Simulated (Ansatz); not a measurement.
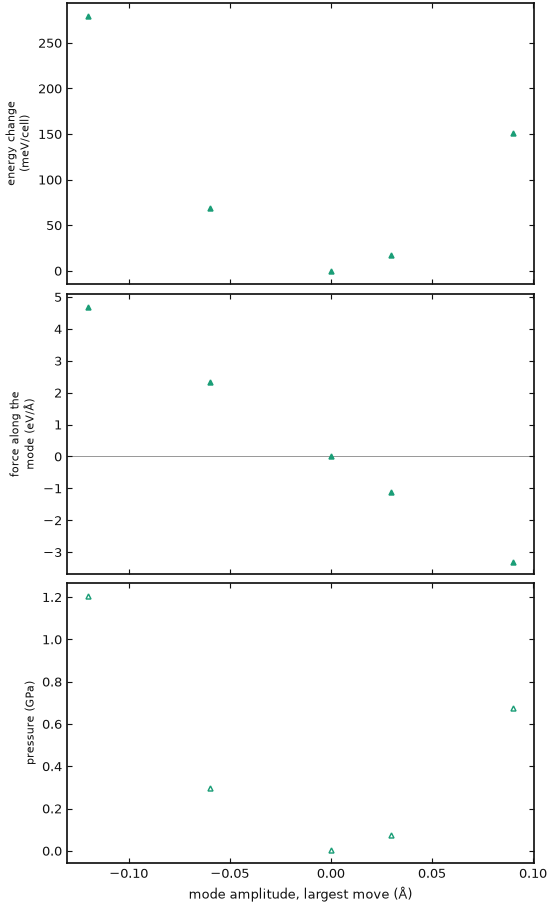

The plot gives the computed energy change, force along the mode and pressure against mode amplitude for TaN, space group P-62m (No. 189).

The given structure:
```
CELL_PARAMETERS angstrom
5.17892 0.00000 0.00000
-2.58946 4.48508 0.00000
0.00000 0.00000 2.89600
ATOMIC_POSITIONS crystal
Ta 0.33333 0.66667 0.50000
Ta 0.66667 0.33333 0.50000
Ta 0.00000 0.00000 0.00000
N 0.39337 0.00000 0.00000
N 0.60663 0.60663 0.00000
N 0.00000 0.39337 0.00000
```

Displacement pattern for amplitude 1 (x, y, z for each atom, in the order of the cell):
| atom | x | y | z |
| --- | --- | --- | --- |
| Ta1 | −0.51 | −0.20 | 0.00 |
| Ta2 | −0.51 | 0.20 | 0.00 |
| Ta3 | 1.00 | 0.00 | 0.00 |
| N4 | 0.42 | 0.00 | 0.00 |
| N5 | −0.12 | 0.31 | 0.00 |
| N6 | −0.12 | −0.31 | 0.00 |

How it was computed, with Ansatz 0.2.0: a normal mode of the cell frozen into a crystal at growing amplitude, by plane-wave density functional theory with PAW datasets, free energies less that of the undisturbed cell, pressure positive in compression; scalar-relativistic. Level: PBEsol, no spin polarisation.

```
       setting                   value
   wave cutoff                  420 eV
        k mesh                12×12×16
   occupations                Gaussian
smearing width                 0.15 eV
       k shift  (0, 0, 0) (mesh steps)
         start                 relaxed
```

### Does the undistorted structure sit at the bottom of the curve?

Yes: the energy rises on both sides of the starting structure, which is therefore a minimum along this path.

### Read off the course of the force along the mode.

It falls from 4.69 eV/Å at mode amplitude −0.12 Å to −3.30 eV/Å at 0.09 Å, and changes sign near 0.00 Å.

### Read off the course of the pressure.

It goes from 1.207 GPa at mode amplitude −0.12 Å to 0.674 GPa at 0.09 Å, not monotonically, with a low of 0.002 GPa at 0.00 Å.
